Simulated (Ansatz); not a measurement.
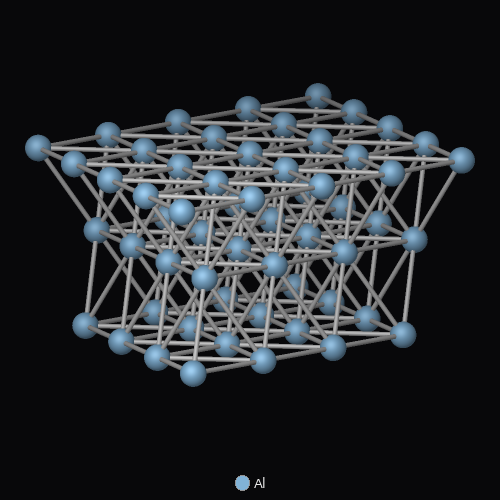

The system is H₂ on an Al(111) slab cut from the Fm-3m phase, its upper half relaxed before the scan (12 atoms of substrate and one adsorbate in a 2 × 2 cell); the picture shows it without the atoms that are moved over the map. H2 lies flat over one site of a rigid substrate while its bond length and height are varied; it sits over a hollow site, heights counted from the top plane, its axis along the first surface vector. Coordinates scanned: (1) distance H13-H14; (2) height of the H2 axis above the plane of Al9. The grid has 8 × 9 points. At 18 points there is no value (left out: too close to the surface, or the stretched molecule far from it). Points are written as (first, second). Energies: eV, counted from the lowest grid point. Level of theory: DFT PBE, scalar-relativistic, plane waves, PAW (Ansatz). Settings: cutoff 420 eV, k-mesh 6×6×1, gaussian smearing 0.1 eV, no spin polarisation.

Range: distance H13-H14 from 0.650 to 2.650 Å; height of the H2 axis above the plane of Al9 from 0.45 to 3.60 Å.

What landscape does the calculation give?

Answer. The lowest grid point is at (0.750 Å, 3.60 Å). It lies at the edge of the scanned range, so the true minimum may lie outside. The highest grid point, (2.650 Å, 0.77 Å), lies 7.00 eV above the lowest. On the interpolated surface the lowest path from the intact molecule far from the surface, (0.750 Å, 3.60 Å), to the stretched end of the scan, about (2.51 Å, 1.43 Å), has its top at (1.181 Å, 1.41 Å), about 1.4 eV above the start and 0.4 eV above the end.

| second ↓, first → | 0.650 | 0.750 | 0.919 | 1.181 | 1.495 | 1.849 | 2.235 | 2.650 |
| --- | --- | --- | --- | --- | --- | --- | --- | --- |
| 3.60 | 0.22 | 0.00 | 0.35 | 1.48 | – | – | – | – |
| 3.00 | 0.26 | 0.04 | 0.38 | 1.48 | – | – | – | – |
| 2.60 | 0.36 | 0.14 | 0.46 | 1.50 | – | – | – | – |
| 2.05 | 0.78 | 0.52 | 0.76 | 1.52 | 2.19 | – | – | – |
| 1.73 | 1.24 | 0.93 | 1.02 | 1.47 | 1.72 | 1.67 | 1.55 | 1.48 |
| 1.41 | 1.87 | 1.47 | 1.34 | 1.39 | 1.26 | 1.08 | 1.00 | 0.99 |
| 1.09 | 2.65 | 2.15 | 1.82 | 1.60 | 1.46 | 1.54 | 1.86 | 2.16 |
| 0.77 | 3.69 | 3.15 | 2.80 | 2.74 | 3.15 | 4.23 | 5.78 | 7.00 |
| 0.45 | 4.99 | 4.54 | 4.39 | 4.92 | 6.57 | – | – | – |

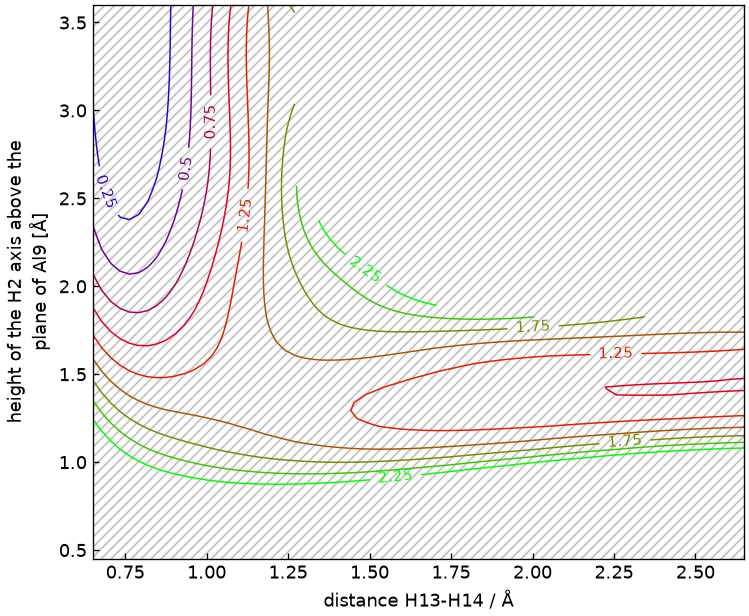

In the figure: contour lines labelled in eV (none above 2.25), hatched blanks where no value was computed. Between grid points the surface is interpolated.

Each point was launched as `ansatz run input.yaml --threads 1 --pin off --max-ram 3072MiB --backend cpu --events-out ev --progress --plain --runs-dir out`. The whole map (54 points run) took 13 min on 1 thread of Intel(R) Xeon(R) 6975P-C (Granite Rapids), with other jobs on the host.
